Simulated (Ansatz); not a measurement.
**Ga3P: density, localisation and related maps**

Input file:

```
crystal:
  lattice:
    - [5.2535900256, 0.0, 0.0]
    - [0.0, 5.2535900256, 0.0]
    - [0.0, 0.0, 5.2535900256]
  atoms:
    - { symbol: Ga, position: [0.0, 0.5, 0.25] }
    - { symbol: Ga, position: [0.0, 0.5, 0.75] }
    - { symbol: Ga, position: [0.25, 0.0, 0.5] }
    - { symbol: Ga, position: [0.75, 0.0, 0.5] }
    - { symbol: Ga, position: [0.5, 0.75, 0.0] }
    - { symbol: Ga, position: [0.5, 0.25, 0.0] }
    - { symbol: P, position: [0.0, 0.0, 0.0] }
    - { symbol: P, position: [0.5, 0.5, 0.5] }
basis:
  ecutwfc: 420
kpoints:
  mp_grid: { grid: [8, 8, 8] }
hamiltonian:
  xc: pbe
scf:
  occupations: { method: gaussian, width: 0.1 }
output:
  forces: true
  stress: true
  eigenvalues: true
  write_density: true
  write_potential: true
  elf: true
  volumetric_format: npy
relax:
  adjacent_minimum: "off"
  f_tol: 0.01
  max_steps: 80
  cell: { stress_tol: 0.05 }
```

Command:

```sh
ansatz run input.yaml --threads 1 --pin off --max-ram 2560MiB --backend cpu --events-out ev --progress --plain --runs-dir out
```

Below, planes, directions and counts refer to the conventional cell (a = 5.31 Å, b = 5.31 Å, c = 5.31 Å, α = 90.00°, β = 90.00°, γ = 90.00°).

The fields are those of the relaxed geometry.

Space group Pm-3n; started from the A15_223 prototype, which need not be the ambient phase.

Level of theory: DFT PBE, scalar-relativistic, plane waves, PAW in Ansatz.

The density is the valence pseudo-density of a PAW calculation; it isn't the true density close to the nuclei.

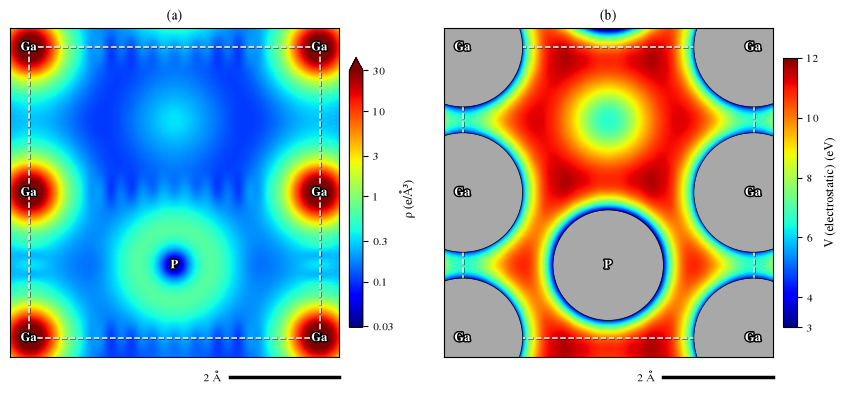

Figure 1. (a) valence electron density; (b) electrostatic potential energy of an electron on the (001) plane of the conventional cell. Grey discs cover the atomic cores in the potential map.

**Read the bonding off the picture.**

The section cuts through Ga and P sites. Ga–Ga (2.66 Å): ρ is about 0.33 e/Å³ halfway, with its minimum of 0.24 e/Å³ about 1.2 Å from Ga. Ga–P (2.97 Å): ρ at the midpoint is about 0.19 e/Å³. Between the atoms the lowest density in this plane is 0.1 e/Å³. Outside the cores the potential energy rises away from the atoms and is highest about 1.7 Å from the nearest atoms; its zero is arbitrary.

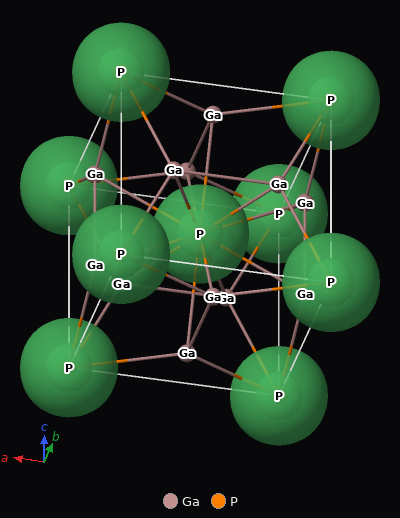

Figure 2. Isosurface of the electron localisation function at 0.6 (green), seen at an oblique angle. Core shells and regions of very low density are left out. Sticks mark near contacts.

**Where are the electrons localised?**

The surface consists of two regions wrapped around P (the valence shell of each), counted in one cell of 8 atoms. Any copies at cell faces, edges or corners count once.


Ga–Ga (2.66 Å): the ELF is about 0.50 at the midpoint. Ga–P (2.97 Å): the ELF peaks at about 0.80 in the valence shell of P, 0.8 Å from its nucleus, and drops to about 0.25 between the two atoms.

**Does the calculation make it a metal, or give it a gap?**

It is metallic or semimetallic at this level of theory: no gap opens.
